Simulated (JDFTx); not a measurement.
Input file:

```
lattice \
    3.3226947600     1.6613473800     1.6613473800 \
    0.0000000000     2.8775380712     0.9591793571 \
    0.0000000000     0.0000000000     2.7129689110
latt-scale 1.889726124626 1.889726124626 1.889726124626
coords-type Lattice
ion Cd     0.0000000000     0.0000000000     0.0000000000 1
ion O      0.5000000000     0.5000000000     0.5000000000 1

ion-species pseudo/Cd.upf
ion-species pseudo/O.upf
elec-cutoff 51 408
elec-ex-corr gga-PBEsol
kpoint-folding 10 10 10
elec-smearing Gauss 0.00091873305
elec-n-bands 19
electronic-SCF nIterations 100 energyDiffThreshold 1e-09
electronic-minimize nIterations 30 energyDiffThreshold 1e-7
converge-empty-states yes
forces-output-coords Cartesian

dump-name run.$VAR
dump End Ecomponents EigStats BandEigs Kpoints Forces Stress ElecDensity Dtot KEdensity
```

Launched as:

```sh
jdftx -c 1 -i CdO.in -o CdO.out
```

Below, planes, directions and counts refer to the conventional cell (a = 4.70 Å, b = 4.70 Å, c = 4.70 Å, α = 90.00°, β = 90.00°, γ = 90.00°).

Space group Fm-3m.

All numbers below come from Kohn-Sham DFT of a periodic cell, PBEsol, PseudoDojo-SR-PBEsol-0.4.1-standard (JDFTx 1.7.0 (patched build)).

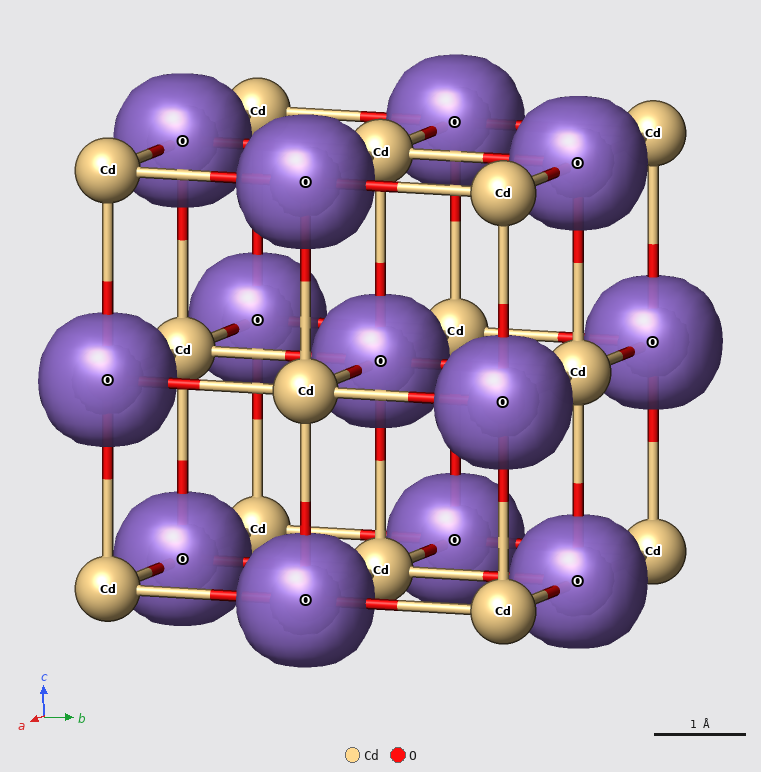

CdO. Isosurface of the ELF at 0.75 (purple), seen slightly off an axis. Only the valence region is drawn (cores and ρ < 0.01 e/Å³ removed). Sticks mark near contacts.

Core electrons are replaced by pseudopotentials, and the valence fields are smoothed inside the atomic spheres.

### Where are the electrons localised?

At this value the surface marks out four regions wrapped around O (the valence shell of each), counted in one cell of 8 atoms. Regions shared between cells count once. Profiles from the grid: Cd–O (2.35 Å): the ELF is about 0.10 at the midpoint: no shared electron pair shows on this line.
